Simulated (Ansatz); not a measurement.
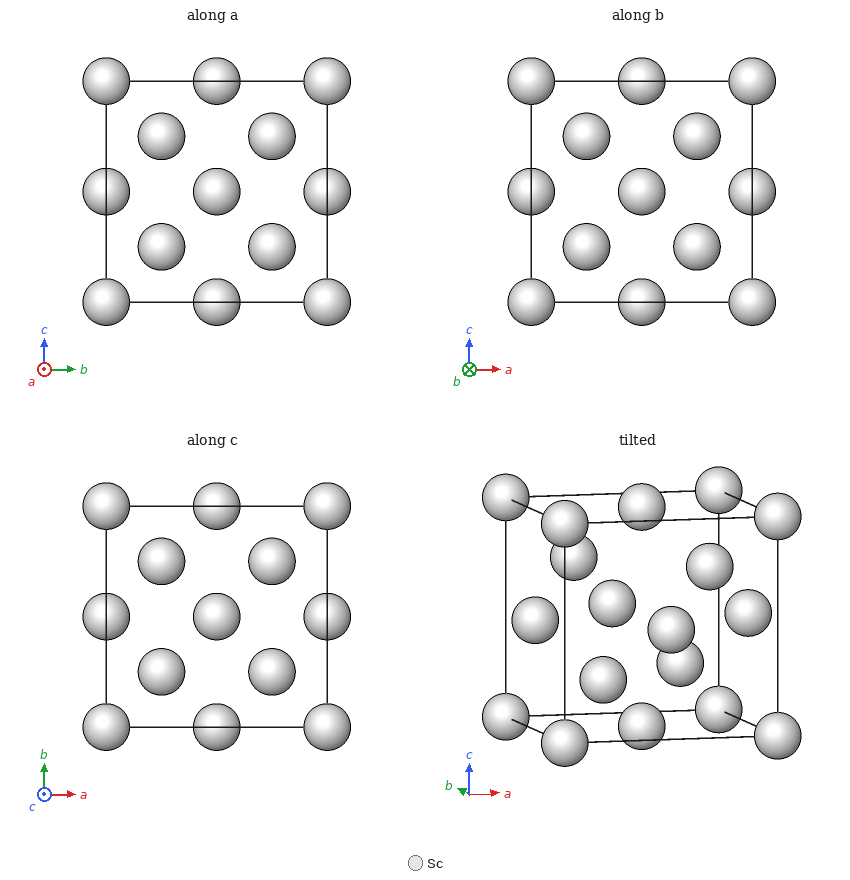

The crystal in a spheres-only representation, seen along the a axis, along the b axis, along the c axis and slightly off an axis. The conventional unit cell is outlined; an atom on or near a face, edge or corner is repeated at each equivalent position.

Lattice parameters: a = 6.785 Å, b = 6.785 Å, c = 6.785 Å, α = 90.00°, β = 90.00°, γ = 90.00°. Put a along x and b in the xy plane.

Q: Reconstruct the structure as a POSCAR file.

A:
```
Sc
1.0
     6.785    0.000    0.000
     0.000    6.785    0.000
     0.000    0.000    6.785
Sc
8
Direct
  0.7500 0.7500 0.2500
  0.0000 0.5000 0.5000
  0.7500 0.2500 0.7500
  0.0000 0.0000 0.0000
  0.2500 0.7500 0.7500
  0.5000 0.5000 0.0000
  0.2500 0.2500 0.2500
  0.5000 0.0000 0.5000
```

Provenance: a structure type filled with this element by a generator (whether the element takes this form wasn't checked). Earlier steps of the study may have refined or changed the cell and positions. Ansatz was used for an electronic-structure calculation on it.
